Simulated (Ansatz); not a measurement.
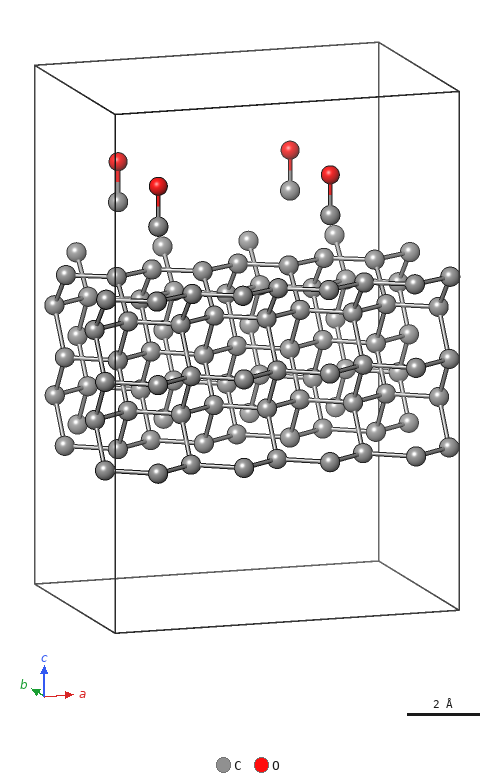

The structure as given in the input (ball-and-stick view of the 2 × 2 repeat of the cell, with the vacuum cut short, seen slightly off an axis). An atom can appear more than once, as a periodic image. Near neighbours in the periodic cell (some may lie outside the picture): C has 3 C at 1.44 to 1.55 Å; C has 4 C at 1.48 to 1.60 Å; C has 1 O at 1.15 Å; O has 1 C at 1.15 Å.

# Run report: C$_{21}$O, geometry relaxation (part 1 of 3)

C$_{21}$O (slab, 22 atoms in the cell), computed with DFT PBE, scalar-relativistic, plane waves, PAW, PAW set soft_1, no spin polarisation (Ansatz 0.2.0).

The structure derives from an entry of the Crystallography Open Database. The input holds or restrains some coordinates. Forces given for the steps count only the free coordinates.

## What the program printed
```
Engine: ansatz 0.2.0, aarch64-unknown-linux-gnu
Pseudopotentials: kind: paw
Pseudopotential: C, paw, valence charge 4, recommended cutoff 420 eV (normal), [file]
Pseudopotential: O, paw, valence charge 6, recommended cutoff 420 eV (normal), [file]
Functional definition: PBE
  parameter kappa = 0.804
  parameter beta = 0.06672455060314922
  exchange = pbe_x(kappa = kappa, mu = beta*pi^2/3)
  correlation = pbe_c(beta = beta)
Crystal: 22 atoms, lattice volume = 388.376 Å³
Basis set: ecut = 420 eV, 7573 PW (Γ), exchange–correlation on 72×48×288 points (8 copies of the dense FFT grid, shifted against one another)
Bands: 67, of which v1, the nominal top of the filled ones, is band 45 counted from 1 (44 counted from 0)
Symmetry: 1 space group operations
Space group: P1 (ITA 1), of the structure as read, at distance tolerance 7.3e-5 Å
k-points: 21 of 40 (time reversal used)
Non-local potential: C, projectors of the file, l = 0: 2, l = 1: 2, l = 2: 1
Non-local potential: O, projectors of the file, l = 0: 2, l = 1: 2, l = 2: 1
PAW form: soft (Blöchl's): semilocal exchange-correlation on the pseudo side does not see the compensation charge
PAW one-centre angular grid: C, 110 points (default); XC on 64 Gauss nodes
PAW one-centre angular grid: O, 110 points (default); XC on 64 Gauss nodes
Initial density: superposition of atomic densities (neutral atoms: chi_scale 0, normalization atom)
Initial wavefunctions: pseudopotential atomic-orbital guess
Functional: x = pbe(κ = 0.804, μ = 0.2195149727645171), c = pbe(β = 0.06672455060314922)
SCF iter   1: F=—  HF=-5826.166637 eV  |F-HF|=—  |Δ(HF+E_count)|=         —  Δρ=7.94e-2  dr2=2.09e1  ethr=3.10e-3  p=0.000 e·Å  D=1.78e-7 V/Å  ΔV_dip=-0.00 eV  dr2_dipole=7.97e-3  V_vac-E_F(+/−)=8.31/8.31 eV  ⟨swp⟩=7.6  Hψ=8494  notcnv=0  defer=173
efield: sawtooth ramp at fractional position 0.8462 (placed from the atoms, in the widest stretch of the axis that holds none; the zero of the levels goes with the place), width 0.0400; the density the first Hamiltonian is built on has a dipole p = 0.000 e·Å; the dipole correction subtracts the counter field D = 1.78e-7 V/Å, which shifts the + side's vacuum level by -0.00 eV against the − side's; the planar-averaged density in the ramp window peaks in size at 3.5e-7 e/Å³
preconditioner: auto → LDOS  [metal: Δε(μ)=0.033 eV  Ē_g=15.567 eV  σ=0.050 eV  W_gap=0.33  n_scr=54 (ndim 8)  ℏωp=17.9 eV  f_vac=0.553  D(μ)=5.26/eV (n_scr^D=24)  β→1.0]
SCF iter   2: F=—  HF=-5820.038044 eV  |F-HF|=—  |Δ(HF+E_count)|=    6.13e0  Δρ=3.32e-2  dr2=4.09e0  ethr=3.10e-3  p=0.158 e·Å  D=7.38e-2 V/Å  ΔV_dip=-1.59 eV  dr2_dipole=2.13e-1  V_vac-E_F(+/−)=4.86/6.44 eV  ⟨swp⟩=5.0  Hψ=3800  notcnv=0  defer=341
SCF iter   3: F=—  HF=-5819.602180 eV  |F-HF|=—  |Δ(HF+E_count)|=   4.36e-1  Δρ=2.04e-2  dr2=1.90e0  ethr=3.10e-3  p=0.118 e·Å  D=5.50e-2 V/Å  ΔV_dip=-1.18 eV  dr2_dipole=9.18e-3  V_vac-E_F(+/−)=5.26/6.45 eV  ⟨swp⟩=4.0  Hψ=3249  notcnv=0  defer=344
SCF iter   4: F=—  HF=-5819.278527 eV  |F-HF|=—  |Δ(HF+E_count)|=   3.24e-1  Δρ=3.26e-3  dr2=6.04e-2  ethr=2.11e-3  p=0.072 e·Å  D=3.35e-2 V/Å  ΔV_dip=-0.72 eV  dr2_dipole=8.76e-5  V_vac-E_F(+/−)=5.66/6.38 eV  ⟨swp⟩=2.6  Hψ=2474  notcnv=0  defer=344
SCF iter   5: F=—  HF=-5819.268665 eV  |F-HF|=—  |Δ(HF+E_count)|=   9.86e-3  Δρ=1.13e-3  dr2=7.75e-3  ethr=6.71e-5  p=0.065 e·Å  D=3.02e-2 V/Å  ΔV_dip=-0.65 eV  dr2_dipole=2.47e-5  V_vac-E_F(+/−)=5.59/6.24 eV  ⟨swp⟩=2.0  Hψ=2398  notcnv=0  defer=344
SCF iter   6: F=—  HF=-5819.268894 eV  |F-HF|=—  |Δ(HF+E_count)|=   2.29e-4  Δρ=4.23e-4  dr2=2.41e-3  ethr=8.61e-6  p=0.056 e·Å  D=2.59e-2 V/Å  ΔV_dip=-0.56 eV  dr2_dipole=3.57e-4  V_vac-E_F(+/−)=5.60/6.16 eV  ⟨swp⟩=2.0  Hψ=1798  notcnv=0  defer=344
SCF iter   7: F=—  HF=-5819.268820 eV  |F-HF|=—  |Δ(HF+E_count)|=   7.37e-5  Δρ=2.24e-4  dr2=3.25e-4  ethr=2.67e-6  p=0.052 e·Å  D=2.41e-2 V/Å  ΔV_dip=-0.52 eV  dr2_dipole=2.78e-5  V_vac-E_F(+/−)=5.60/6.11 eV  ⟨swp⟩=2.8  Hψ=1722  notcnv=0  defer=344
SCF iter   8: F=—  HF=-5819.268813 eV  |F-HF|=—  |Δ(HF+E_count)|=   6.75e-6  Δρ=5.33e-5  dr2=2.52e-5  ethr=3.61e-7  p=0.050 e·Å  D=2.34e-2 V/Å  ΔV_dip=-0.50 eV  dr2_dipole=5.23e-6  V_vac-E_F(+/−)=5.59/6.10 eV  ⟨swp⟩=2.0  Hψ=2056  notcnv=0  defer=344
SCF iter   9: F=-5819.268816 eV  HF=-5819.268816 eV  |F-HF|=5.67e-7  |Δ(HF+E_count)|=   2.20e-6  Δρ=1.40e-5  dr2=1.10e-6  ethr=1.74e-8  p=0.050 e·Å  D=2.33e-2 V/Å  ΔV_dip=-0.50 eV  dr2_dipole=1.03e-7  V_vac-E_F(+/−)=5.59/6.09 eV  ⟨swp⟩=39.4  Hψ=21030  notcnv=0
SCF 1 converged in 9 iterations: F = -5819.268816 eV  dr2 = 1.10e-6
  greatest PAW one-centre occupation: 0.891 electrons in one spin orbital (limit 2), on the O atom at site 21 (counted from 0), in its partial waves of l = 0
relax step   1: F+E_penalty+E_count = -5819.26881625 eV  Δ(F+E_penalty+E_count) = +0.000e0 eV  max|allowed force component| = 3.215e-1 eV/Å  Δτ_max = 0.0000 Å  (9 SCF iters, dr2 threshold 1.56e-5 eV, accepted)
Initial density: handed on by an earlier stage of this run
Initial wavefunctions: those handed on with the density
iter 1 solved again at ethr=1.41e-4 eV; its pass at ethr=3.10e-3 eV (dr2=1.27e-1 eV) is discarded
SCF iter   1: F=—  HF=-5819.338670 eV  |F-HF|=—  |Δ(HF+E_count)|=         —  Δρ=9.41e-3  dr2=1.31e-1  ethr=1.41e-4  p=0.050 e·Å  D=2.33e-2 V/Å  ΔV_dip=-0.50 eV  dr2_dipole=1.88e-2  V_vac-E_F(+/−)=5.58/6.09 eV  ⟨swp⟩=2.0  Hψ=5985  notcnv=0  defer=312
efield: sawtooth ramp at fractional position 0.8462 (handed on by an earlier solve), width 0.0400; the density the first Hamiltonian is built on has a dipole p = 0.050 e·Å; the dipole correction subtracts the counter field D = 2.33e-2 V/Å, which shifts the + side's vacuum level by -0.50 eV against the − side's; the planar-averaged density in the ramp window peaks in size at 1.4e-7 e/Å³
preconditioner: auto → LDOS  [metal: Δε(μ)=0.042 eV  Ē_g=14.935 eV  σ=0.050 eV  W_gap=0.45  n_scr=54 (ndim 8)  ℏωp=17.9 eV  f_vac=0.567  D(μ)=4.74/eV (n_scr^D=20)  β→1.0]
SCF iter   2: F=—  HF=-5819.329649 eV  |F-HF|=—  |Δ(HF+E_count)|=   9.02e-3  Δρ=2.92e-3  dr2=2.67e-2  ethr=1.41e-4  p=0.052 e·Å  D=2.40e-2 V/Å  ΔV_dip=-0.52 eV  dr2_dipole=1.50e-3  V_vac-E_F(+/−)=5.58/6.10 eV  ⟨swp⟩=2.9  Hψ=2138  notcnv=0  defer=312
SCF iter   3: F=—  HF=-5819.327533 eV  |F-HF|=—  |Δ(HF+E_count)|=   2.12e-3  Δρ=2.30e-3  dr2=1.97e-2  ethr=2.96e-5  p=0.044 e·Å  D=2.03e-2 V/Å  ΔV_dip=-0.44 eV  dr2_dipole=1.74e-3  V_vac-E_F(+/−)=5.66/6.09 eV  ⟨swp⟩=2.4  Hψ=2129  notcnv=0  defer=312
SCF iter   4: F=—  HF=-5819.324442 eV  |F-HF|=—  |Δ(HF+E_count)|=   3.09e-3  Δρ=9.47e-4  dr2=3.19e-3  ethr=2.19e-5  p=0.048 e·Å  D=2.24e-2 V/Å  ΔV_dip=-0.48 eV  dr2_dipole=2.88e-4  V_vac-E_F(+/−)=5.61/6.10 eV  ⟨swp⟩=2.0  Hψ=1858  notcnv=0  defer=313
SCF iter   5: F=—  HF=-5819.324200 eV  |F-HF|=—  |Δ(HF+E_count)|=   2.42e-4  Δρ=2.07e-4  dr2=1.54e-4  ethr=3.54e-6  p=0.049 e·Å  D=2.29e-2 V/Å  ΔV_dip=-0.49 eV  dr2_dipole=1.46e-5  V_vac-E_F(+/−)=5.60/6.10 eV  ⟨swp⟩=2.0  Hψ=2023  notcnv=0  defer=322
iter 6 did not close the SCF: its close was put off until two iterations running show no level that it waits for move by more than its bar (scf_convergence_deferred on its scf_iter line)
SCF iter   6: F=-5819.324177 eV  HF=-5819.324179 eV  |F-HF|=1.50e-6  |Δ(HF+E_count)|=   2.07e-5  Δρ=3.12e-5  dr2=3.72e-6  ethr=7.18e-9  p=0.049 e·Å  D=2.30e-2 V/Å  ΔV_dip=-0.50 eV  dr2_dipole=4.99e-7  V_vac-E_F(+/−)=5.60/6.10 eV  ⟨swp⟩=26.6  Hψ=17104  notcnv=0
SCF iter   7: F=-5819.324180 eV  HF=-5819.324180 eV  |F-HF|=1.06e-7  |Δ(HF+E_count)|=   1.27e-6  Δρ=4.41e-6  dr2=1.23e-7  ethr=4.13e-9  p=0.050 e·Å  D=2.31e-2 V/Å  ΔV_dip=-0.50 eV  dr2_dipole=1.34e-8  V_vac-E_F(+/−)=5.60/6.10 eV  ⟨swp⟩=18.6  Hψ=13448  notcnv=0
SCF 2 converged in 7 iterations: F = -5819.324180 eV  dr2 = 1.23e-7
  greatest PAW one-centre occupation: 0.890 electrons in one spin orbital (limit 2), on the O atom at site 21 (counted from 0), in its partial waves of l = 0
relax step   2: F+E_penalty+E_count = -5819.32418022 eV  Δ(F+E_penalty+E_count) = -5.536e-2 eV  max|allowed force component| = 9.061e-1 eV/Å  Δτ_max = 0.1035 Å  (7 SCF iters, dr2 threshold 6.46e-6 eV, accepted)
SCF iter   1: F=—  HF=-5819.429983 eV  |F-HF|=—  |Δ(HF+E_count)|=         —  Δρ=1.03e-2  dr2=1.12e-1  ethr=2.04e-3  p=0.050 e·Å  D=2.31e-2 V/Å  ΔV_dip=-0.50 eV  dr2_dipole=1.36e-3  V_vac-E_F(+/−)=5.60/6.09 eV  ⟨swp⟩=5.1  Hψ=4113  notcnv=0  defer=189
efield: sawtooth ramp at fractional position 0.8462 (handed on by an earlier solve), width 0.0400; the density the first Hamiltonian is built on has a dipole p = 0.050 e·Å; the dipole correction subtracts the counter field D = 2.31e-2 V/Å, which shifts the + side's vacuum level by -0.50 eV against the − side's; the planar-averaged density in the ramp window peaks in size at 1.9e-7 e/Å³
preconditioner: auto → LDOS  [insulator: Δε(μ)=0.057 eV  Ē_g=14.976 eV  σ=0.050 eV  W_gap=0.58  n_scr=54 (ndim 8)  ℏωp=17.9 eV  f_vac=0.570  D(μ)=4.02/eV (n_scr^D=14)  ε∞_Penn≈2.4  β→1.0]
SCF iter   2: F=—  HF=-5819.414886 eV  |F-HF|=—  |Δ(HF+E_count)|=   1.51e-2  Δρ=3.28e-3  dr2=3.76e-2  ethr=1.24e-4  p=0.039 e·Å  D=1.80e-2 V/Å  ΔV_dip=-0.39 eV  dr2_dipole=9.01e-6  V_vac-E_F(+/−)=5.71/6.09 eV  ⟨swp⟩=3.0  Hψ=3335  notcnv=0  defer=338
SCF iter   3: F=—  HF=-5819.414900 eV  |F-HF|=—  |Δ(HF+E_count)|=   1.34e-5  Δρ=3.26e-3  dr2=4.37e-2  ethr=4.17e-5  p=0.033 e·Å  D=1.52e-2 V/Å  ΔV_dip=-0.33 eV  dr2_dipole=4.44e-4  V_vac-E_F(+/−)=5.77/6.09 eV  ⟨swp⟩=3.0  Hψ=2500  notcnv=0  defer=338
SCF iter   4: F=—  HF=-5819.406394 eV  |F-HF|=—  |Δ(HF+E_count)|=   8.51e-3  Δρ=3.91e-4  dr2=9.35e-4  ethr=4.17e-5  p=0.041 e·Å  D=1.93e-2 V/Å  ΔV_dip=-0.42 eV  dr2_dipole=6.46e-5  V_vac-E_F(+/−)=5.68/6.09 eV  ⟨swp⟩=2.0  Hψ=2125  notcnv=0  defer=338
SCF iter   5: F=—  HF=-5819.406224 eV  |F-HF|=—  |Δ(HF+E_count)|=   1.70e-4  Δρ=7.87e-5  dr2=4.40e-5  ethr=1.04e-6  p=0.039 e·Å  D=1.80e-2 V/Å  ΔV_dip=-0.39 eV  dr2_dipole=1.02e-6  V_vac-E_F(+/−)=5.71/6.09 eV  ⟨swp⟩=2.1  Hψ=2099  notcnv=0  defer=336
SCF iter   6: F=-5819.406217 eV  HF=-5819.406217 eV  |F-HF|=8.81e-8  |Δ(HF+E_count)|=   7.52e-6  Δρ=1.80e-5  dr2=1.18e-6  ethr=4.89e-8  p=0.039 e·Å  D=1.80e-2 V/Å  ΔV_dip=-0.39 eV  dr2_dipole=1.60e-9  V_vac-E_F(+/−)=5.71/6.09 eV  ⟨swp⟩=26.9  Hψ=18398  notcnv=0
SCF 3 converged in 6 iterations: F = -5819.406217 eV  dr2 = 1.18e-6
relax step   3: F+E_penalty+E_count = -5819.40621676 eV  Δ(F+E_penalty+E_count) = -8.204e-2 eV  max|allowed force component| = 9.547e-1 eV/Å  Δτ_max = 0.1219 Å  (6 SCF iters, dr2 threshold 5.13e-5 eV, accepted)
SCF iter   1: F=—  HF=-5819.486132 eV  |F-HF|=—  |Δ(HF+E_count)|=         —  Δρ=1.54e-2  dr2=2.42e-1  ethr=3.01e-3  p=0.039 e·Å  D=1.80e-2 V/Å  ΔV_dip=-0.39 eV  dr2_dipole=2.44e-5  V_vac-E_F(+/−)=5.70/6.09 eV  ⟨swp⟩=5.4  Hψ=4893  notcnv=0  defer=182
efield: sawtooth ramp at fractional position 0.8462 (handed on by an earlier solve), width 0.0400; the density the first Hamiltonian is built on has a dipole p = 0.039 e·Å; the dipole correction subtracts the counter field D = 1.80e-2 V/Å, which shifts the + side's vacuum level by -0.39 eV against the − side's; the planar-averaged density in the ramp window peaks in size at 2.6e-7 e/Å³
preconditioner: auto → LDOS  [insulator: Δε(μ)=0.078 eV  Ē_g=15.043 eV  σ=0.050 eV  W_gap=0.70  n_scr=54 (ndim 8)  ℏωp=17.9 eV  f_vac=0.575  D(μ)=3.41/eV (n_scr^D=10)  ε∞_Penn≈2.4  β→1.0]
SCF iter   2: F=—  HF=-5819.470370 eV  |F-HF|=—  |Δ(HF+E_count)|=   1.58e-2  Δρ=5.14e-3  dr2=9.19e-2  ethr=2.69e-4  p=-0.000 e·Å  D=-1.60e-4 V/Å  ΔV_dip=0.00 eV  dr2_dipole=1.28e-4  V_vac-E_F(+/−)=6.09/6.08 eV  ⟨swp⟩=3.0  Hψ=2819  notcnv=0  defer=352
SCF iter   3: F=—  HF=-5819.461162 eV  |F-HF|=—  |Δ(HF+E_count)|=   9.21e-3  Δρ=3.93e-3  dr2=6.34e-2  ethr=1.02e-4  p=0.006 e·Å  D=2.91e-3 V/Å  ΔV_dip=-0.06 eV  dr2_dipole=5.44e-4  V_vac-E_F(+/−)=6.02/6.09 eV  ⟨swp⟩=3.0  Hψ=2254  notcnv=0  defer=352
SCF iter   4: F=—  HF=-5819.450289 eV  |F-HF|=—  |Δ(HF+E_count)|=   1.09e-2  Δρ=1.41e-3  dr2=8.55e-3  ethr=7.04e-5  p=0.013 e·Å  D=5.98e-3 V/Å  ΔV_dip=-0.13 eV  dr2_dipole=2.14e-5  V_vac-E_F(+/−)=5.96/6.08 eV  ⟨swp⟩=2.0  Hψ=2459  notcnv=0  defer=351
SCF iter   5: F=—  HF=-5819.448461 eV  |F-HF|=—  |Δ(HF+E_count)|=   1.83e-3  Δρ=3.82e-4  dr2=5.07e-4  ethr=9.50e-6  p=0.011 e·Å  D=4.95e-3 V/Å  ΔV_dip=-0.11 eV  dr2_dipole=1.98e-8  V_vac-E_F(+/−)=5.98/6.08 eV  ⟨swp⟩=2.0  Hψ=1965  notcnv=0  defer=351
SCF iter   6: F=—  HF=-5819.448355 eV  |F-HF|=—  |Δ(HF+E_count)|=   1.06e-4  Δρ=5.74e-5  dr2=1.16e-5  ethr=5.64e-7  p=0.010 e·Å  D=4.76e-3 V/Å  ΔV_dip=-0.10 eV  dr2_dipole=1.16e-10  V_vac-E_F(+/−)=5.98/6.08 eV  ⟨swp⟩=2.0  Hψ=1972  notcnv=0  defer=351
SCF iter   7: F=-5819.448354 eV  HF=-5819.448354 eV  |F-HF|=9.86e-8  |Δ(HF+E_count)|=   3.82e-7  Δρ=1.05e-5  dr2=4.40e-7  ethr=1.29e-8  p=0.010 e·Å  D=4.72e-3 V/Å  ΔV_dip=-0.10 eV  dr2_dipole=1.76e-8  V_vac-E_F(+/−)=5.98/6.08 eV  ⟨swp⟩=27.8  Hψ=16739  notcnv=0
SCF 4 converged in 7 iterations: F = -5819.448354 eV  dr2 = 4.40e-7
  greatest PAW one-centre occupation: 0.888 electrons in one spin orbital (limit 2), on the O atom at site 21 (counted from 0), in its partial waves of l = 0
relax step   4: F+E_penalty+E_count = -5819.44835433 eV  Δ(F+E_penalty+E_count) = -4.214e-2 eV  max|allowed force component| = 8.489e-1 eV/Å  Δτ_max = 0.1962 Å  (7 SCF iters, dr2 threshold 1.00e-4 eV, accepted)
```
